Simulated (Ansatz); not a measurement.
The calculation's input:

```
crystal:
  lattice:
    - [5.191, 0.0, 0.0]
    - [-2.5955, 4.495537871, 0.0]
    - [0.0, 0.0, 2.908]
  atoms:
    - { symbol: Ta, position: [0.6666666667, 0.3333333333, 0.5] }
    - { symbol: Ta, position: [0.3333333333, 0.6666666667, 0.5] }
    - { symbol: Ta, position: [0.0, 0.0, 0.0] }
    - { symbol: "N", position: [0.0, 0.5, 0.0] }
    - { symbol: "N", position: [0.5, 0.5, 0.0] }
    - { symbol: "N", position: [0.5, 0.0, 0.0] }
hamiltonian:
  xc: pbe
  pseudopotentials: { kind: paw, level: accurate }
kpoints:
  mp_grid: { grid: [6, 6, 9] }
scf:
  occupations: { method: fermi_dirac, width: 0.05 }
output:
  forces: true
  stress: true
  eigenvalues: true
  write_density: true
  write_potential: true
  elf: true
  volumetric_format: npy
```

Launched as:

```sh
ansatz run input.yaml --threads 2 --pin off --max-ram 5632MiB --backend cpu --events-out ev --progress --plain --runs-dir out
```

Below, planes, directions and counts refer to the conventional cell (a = 5.19 Å, b = 5.19 Å, c = 2.91 Å, α = 90.00°, β = 90.00°, γ = 120.00°).

Space group P6/mmm; computed pressure about 10 GPa in this cell.

Method: Kohn-Sham DFT of a periodic cell, PBE, Ansatz PAW earlier set (Ansatz).

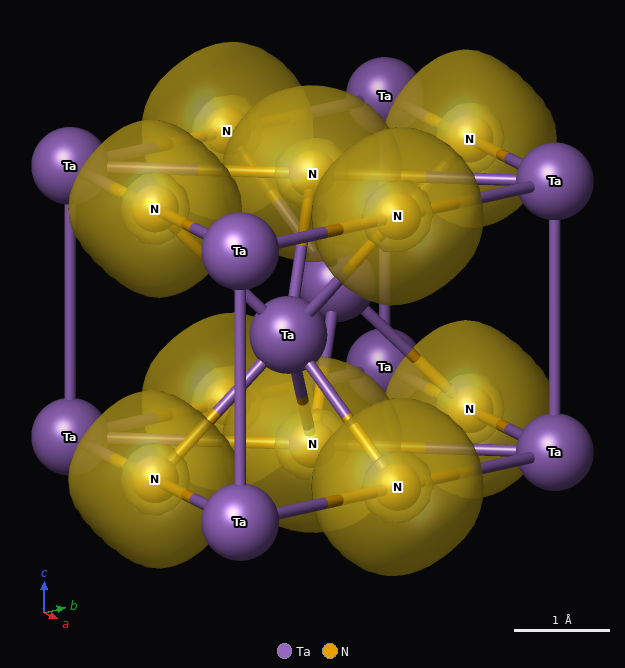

TaN. Isosurface of the electron localisation function at 0.6 (yellow), seen slightly off an axis. Only the valence region is drawn (cores and ρ < 0.01 e/Å³ removed). Sticks mark near contacts.

Core electrons are frozen (PAW), and the valence fields are smoothed inside the atomic spheres.

> Describe the localisation domains.

The ELF exceeds this value in three regions wrapped around N (the valence shell of each), counted in one cell of 6 atoms. Any copies at cell faces, edges or corners count once. Profiles from the grid: Ta–N (2.09 Å): the ELF peaks at about 0.85 in the valence shell of N, 0.6 Å from its nucleus, and drops to about 0.20 between the two atoms: no localised pair shows between them. Ta–Ta (2.91 Å): the ELF is about 0.15 at the midpoint; no localised pair shows between them.

> Does the calculation give a band gap?

It is gapless in this calculation (a metal or semimetal); semilocal functionals without U, or without the true magnetic order, often close the gap of such compounds.
